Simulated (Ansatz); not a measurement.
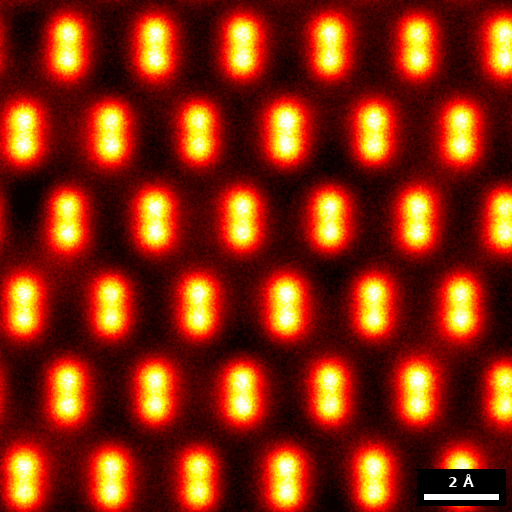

iDPC-like image of Mo (P6_3/mmc, No. 194). Simulated as the projected potential of neutral atoms (B = 0.5 Å²) blurred by a 0.50 Å probe, the thin-sample limit of integrated differential phase contrast. Shot noise and the speckle of an amorphous layer were added. Model: a calculation's starting geometry; the starting structure was generated, so it need not be a known form of this composition.

```
Mo
1.0
     2.73497    0.00000    0.00000
    -1.36749    2.36856    0.00000
     0.00000    0.00000    4.93295
Mo
2
Direct
  0.33333 0.66667 0.75000
  0.66667 0.33333 0.25000
```

Q: Which beam direction gives this image, [102], [100], [101] or [311]? (Directions equivalent by symmetry count as one.)

A: [101]. The projected cells are 1.32 × 2.37 Å, 90° for [102]; 2.37 × 4.93 Å, 90° for [100]; 2.39 × 2.65 Å, 117° for [101]; 1.71 × 2.14 Å, 91° for [311], and the image repeats as the [101] one does.
